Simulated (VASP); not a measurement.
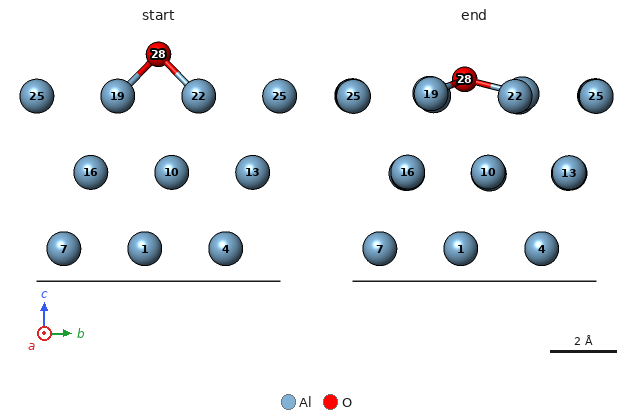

The structure of a slab of composition Al$_{27}$O before (left) and after (right) a relaxation, at one scale.

A ball-and-stick model of the cell of the calculation, outlined in the plane, without the vacuum (origin shifted), seen along the a axis.

The run lets the atoms move in a fixed cell. 9 atoms are held fixed.

Method: VASP, Kohn-Sham DFT of a periodic cell, PBEsol, VASP PAW PBE potentials, recommended.

Input file:
```
  ALGO = Fast
  EDIFF = 1E-6
  EDIFFG = -0.08
  ENCUT = 520
  GGA = PS
  IBRION = 2
  ISIF = 2
  ISMEAR = -1
  LASPH = T
  LCHARG = F
  LREAL = Auto
  LWAVE = F
  NELM = 100
  NSW = 45
  PREC = Accurate
  SIGMA = 0.15
```

Launched with:
```bash
cat potpaw_PBE.64/Al/POTCAR potpaw_PBE.64/O/POTCAR > POTCAR
mpirun -np 1 vasp_std > vasp.out
```

**What changed between the two?**

The run was cut off at its time limit before the relaxation converged, so the last structure is only a point on the way. Over 11 geometry steps the energy falls by 0.577 eV per cell of the calculation. Largest force component: 2.8 eV/Å at the start, 2.9 eV/Å at the end. The O atom moves most: 0.92 Å at 34° to the normal (−c side). Largest moves by element: O 0.92 Å, Al 0.25 Å. The cell doesn't change. Some distances before and after: Al–O 2.790 → 2.178 Å, Al–O 1.927 → 1.725 Å, Al–O 1.914 → 1.848 Å. New bonds form, among them: Al–O (2.79 → 2.18 Å). Bond angles that change, for instance: Al–O–Al 96.4° → 132.2°.
